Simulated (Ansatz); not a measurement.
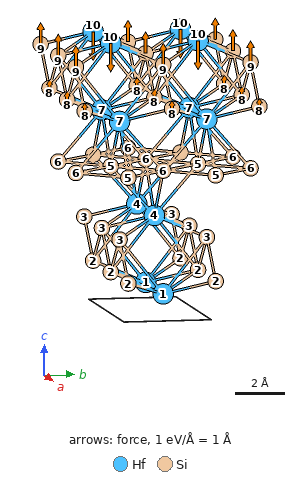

Starting geometry of a slab of composition Hf$_{2}$Si$_{3}$ (cut from the Cmcm phase) with the computed forces as orange arrows. A ball-and-stick model of the 2 × 1 repeat of the cell, outlined in the plane, without the vacuum, seen slightly off an axis.

Case: clean slab, lower half held. The slab is the (0 1 0) face of HfSi2. 4 atoms are held fixed.

These are results of DFT PBEsol, scalar-relativistic, plane waves, PAW in Ansatz 0.2.0, not measurements. (plane-wave cutoff 420 eV; k-point mesh 8 × 8 × 1; occupations gaussian; smearing width 0.1 eV; no spin polarisation; dipole correction; atoms relaxed in a fixed cell; force threshold 0.03 eV/Å; at most 70 steps)

What follows when this structure is relaxed?

It isn't relaxed: the largest force vector, on Hf10, is 1.23 eV/Å. The atoms end up moving mostly along the starting forces (cosine between the two patterns 0.89). The atom that moves furthest is Si9 (0.40 Å along the normal (+c)). Largest moves by element: Si 0.40 Å, Hf 0.19 Å. The cell doesn't change. Some distances before and after: Hf7–Si9 2.931 → 3.253 Å, Si8–Hf10 2.931 → 2.701 Å, Si8–Si9 2.411 → 2.610 Å, Hf7–Hf10 3.511 → 3.347 Å. Bond angles that change, for instance: Si9–Hf10–Si9 149.2° → 174.8°, Si8–Hf10–Si9 102.5° → 116.4°, Si8–Hf10–Si8 77.0° → 85.0°. After 5 accepted moves (7 points after the start) the energy has fallen by 0.266 eV per cell of the calculation. Largest force component: 1.2 eV/Å at the start, 0.014 eV/Å at the end. The line search rejected the trial step at point 4 of the run. 1 step only repeated the SCF at the same geometry.
